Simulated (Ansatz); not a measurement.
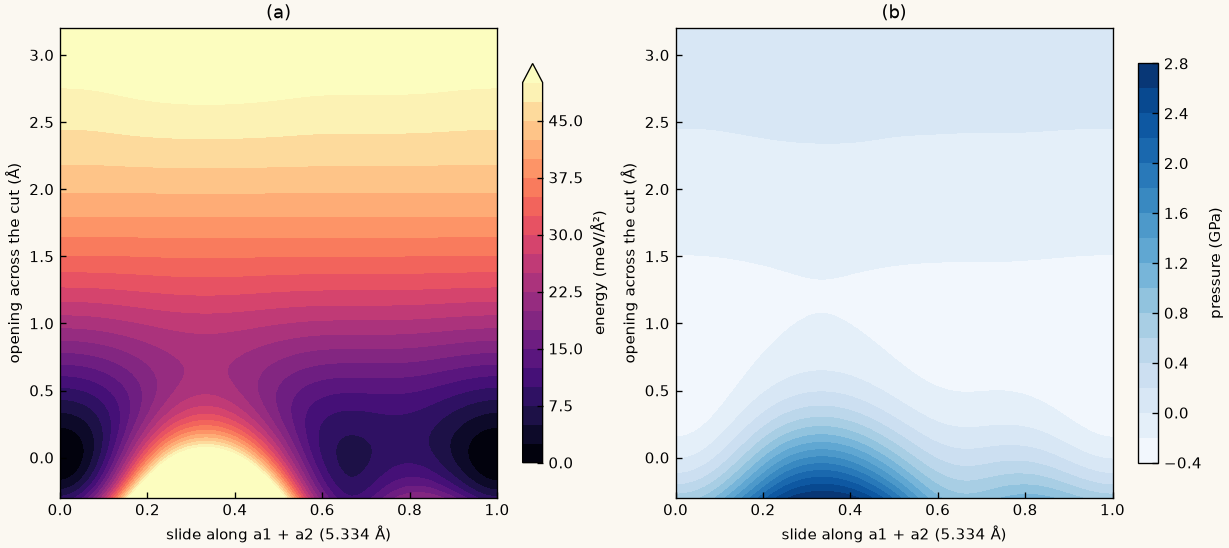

MoS2 (R-3m, No. 166; 9 atoms in the cell). Rigid slide and opening across a plane, one cut a cell; the plane is (0 0 1) of the conventional cell, and the faces at the cut hold S and S. First axis: slide along a1 + a2 (5.334 Å). Second axis: opening across the cut. Nothing is relaxed (rigid halves). The scan uses a 12 × 7 grid. Points are written as (first, second). All energies are given in meV/Å² relative to the lowest grid point. These are results of DFT PBEsol+D3(BJ), scalar-relativistic, plane waves, PAW (Ansatz 0.2.0), not measurements. Settings: cutoff 420 eV, k-mesh 14×14×3 in the order of the run's cell vectors, gaussian smearing 0.15 eV, no spin polarisation.

Panel (a) is the energy; panel (b) is the computed pressure, in GPa.

The picture shows filled contours, one colour for all values above the top of the scale. Between grid points the surface is interpolated.

Q: How does the pressure vary over the map, and what is it at the lowest grid point?

A: It runs from −0.38 GPa at (0.000, 0.7 Å) to 2.78 GPa at (0.333, −0.3 Å). At the lowest grid point, (0.000, 0.0 Å), it is −0.02 GPa.

PAW datasets: the set soft_1.
